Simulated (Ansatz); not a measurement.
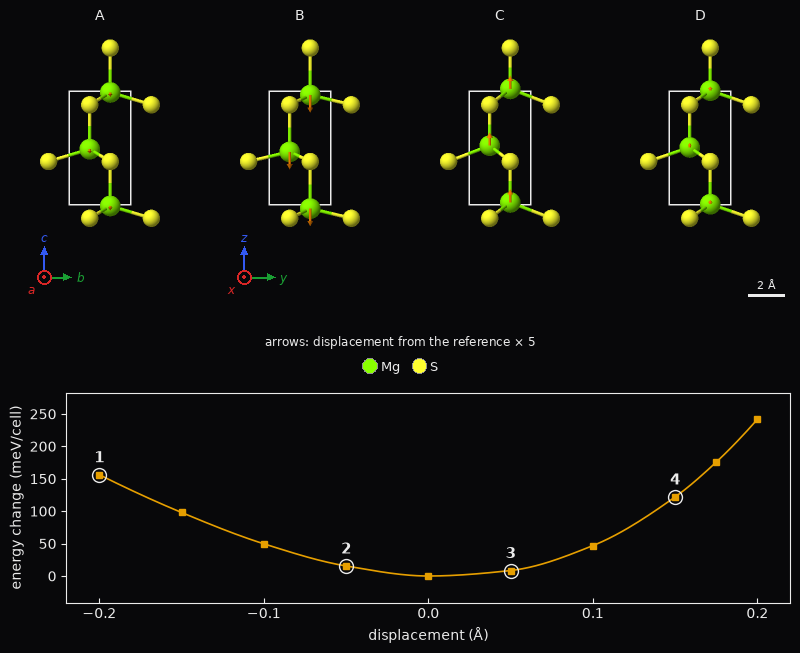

Energy scan for a crystal of MgS (P6_3mc), in which the whole Mg sublattice is shifted rigidly, along Cartesian [0 0 1], all else fixed. The frames are shuffled; the numbered points of the plot belong to them. A ball-and-stick model of the cell of the calculation, repeated 2 × 1 × 1 with one cell outlined, seen along the a axis. Orange arrows: displacements from the reference.

All numbers below come from Ansatz 0.2.0, DFT PBEsol, scalar-relativistic, plane waves, PAW. Settings: plane-wave cutoff 420 eV; k-point mesh 6 × 6 × 4; occupations gaussian; smearing width 0.05 eV; no spin polarisation. Energies (free energies at the smearing named) are counted from the cell as listed in its source, which wasn't relaxed.

Question: Match the frames to the points.

Answer: Point 1 is frame B (the displacement −0.20 Å, 156.3 meV/cell); 2 is frame A (the displacement −0.05 Å, 15.5 meV/cell); 3 is frame D (the displacement 0.05 Å, 8.5 meV/cell); 4 is frame C (the displacement 0.15 Å, 121.9 meV/cell). The lowest computed point lies at the displacement 0.00 Å (0.0 meV/cell). The end points stand at 156.3 meV/cell (−0.20 Å) and 241.6 meV/cell (0.20 Å). The curvature at zero is about 9.7 eV/Å² per cell. The well is lopsided: at ±0.200 Å the energy is 1.5 times higher on the positive side. At the highest point the shortest interatomic distance is 2.27 Å, against 2.45 Å in the reference. The distortion keeps the space group P6_3mc.
